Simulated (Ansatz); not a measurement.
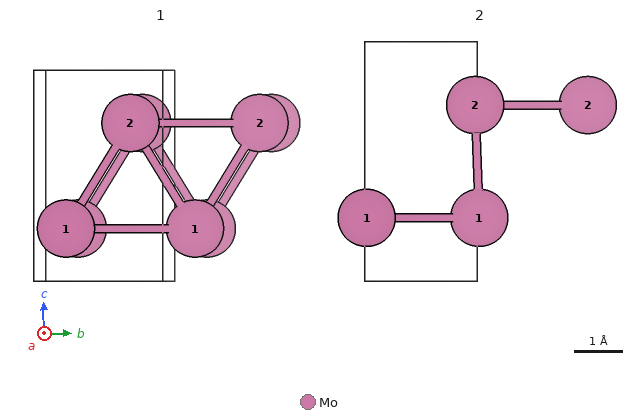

Two geometries of solid Mo (set up in P-1), drawn at one scale. One is the start of a relaxation, the other its converged end. The picture is a ball-and-stick view of the cell of the calculation, repeated 1 × 2 × 1 with one cell outlined, seen along the a axis.

Method: DFT r2SCAN, scalar-relativistic, plane waves, PAW (Ansatz). (plane-wave cutoff 500 eV; k-point mesh 12 × 12 × 8; occupations gaussian; smearing width 0.15 eV; no spin polarisation; cell and atoms relaxed; force threshold 0.01 eV/Å; at most 80 steps)

Which of the two is the end point?

Answer. Structure 1 is the relaxed one. Case: all atoms moved at random, sigma 0.05 Å for each component; relaxed back. The largest moves relative to the cell, 0.72 Å, are those of Mo1 and Mo2. Mo1 goes along +b. Cell: a 2.749 → 2.726 Å (−0.8 %), b 2.749 → 3.149 Å (+14.5 %), c 5.068 → 4.462 Å (−12.0 %), γ 120.0° → 125.3°. Volume −5.7 %. Among the contacts that change: Mo1–Mo2 3.753 → 2.731 Å, Mo1–Mo2 (another image) 3.543 → 2.730 Å, Mo1–Mo2 (another image) 3.828 → 3.151 Å, Mo1–Mo1 2.749 → 3.149 Å. New bonds form, among them: Mo1–Mo2 (3.54 → 2.73 Å), Mo1–Mo2 (3.75 → 2.73 Å). Within 0.06 Å the space group is C2/m at the start and Im-3m at the end; at a tighter tolerance small leftover displacements or strains of the cell lower it. Over 8 accepted moves (9 points after the start) the energy falls by 1.968 eV per cell of the calculation. The largest force component goes from 1.4 to 0.00063 eV/Å. Pressure: 1.99 GPa at the start and 0.04 GPa at the end. The SCF was repeated once at an unchanged geometry on a basis and grid sized afresh for the cell, which shifted the energy by 0.3 meV per cell of the calculation at most. Cost: 3.5 min on 2 threads of Arm Neoverse V2 (shared host), peak memory 0.73 GiB.
